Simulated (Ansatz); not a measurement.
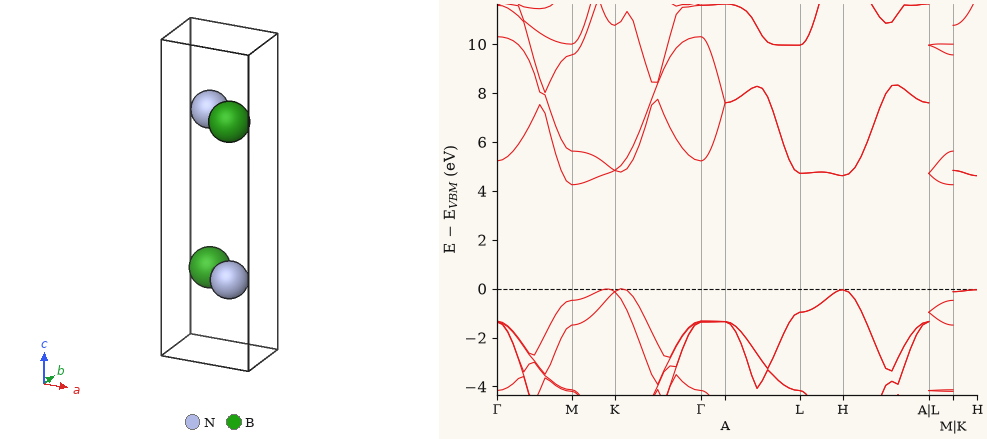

Band structure, beside the structure. Energies are counted from the top of the valence band.

System: layered hexagonal BN, space group P6_3/mmc (No. 194), 4 atoms in the cell.

```xyz
4
Lattice="2.4982 0.0000 0.0000 -1.2491 2.1635 0.0000 0.0000 0.0000 6.6357" Properties=species:S:1:pos:R:3 pbc="T T T"
N     1.2491    0.7212    1.6589
N     0.0000    1.4424    4.9768
B     1.2491    0.7212    4.9768
B     0.0000    1.4424    1.6589
```

Computed with Ansatz 0.2.0: PBE, Ansatz PAW, no spin polarisation, no spin-orbit coupling, 12×12×4 k mesh, 420 eV cutoff, Fermi-Dirac smearing of 0.05 eV.

Question: Metal, semiconductor or insulator, and what is the gap?

Answer: The bands leave a gap. The gap along this path is 4.25 eV and indirect, from the valence-band top between K and Γ to the conduction-band bottom at M; the smallest direct gap is 4.66 eV, at H. At H the top valence band lies only 0.04 eV lower.

Question: What are the direct gaps at L, K and Γ?

Answer: The direct gaps are 5.68 eV at L, 4.96 eV at K and 6.55 eV at Γ.

Question: How much do the top valence band and the lowest conduction band disperse along the path?

Answer: The top valence band spans 3.4 eV and the lowest conduction band 4.1 eV.

LDA, GGA and most meta-GGA functionals understate gaps. The cell is at 5 GPa in this functional.
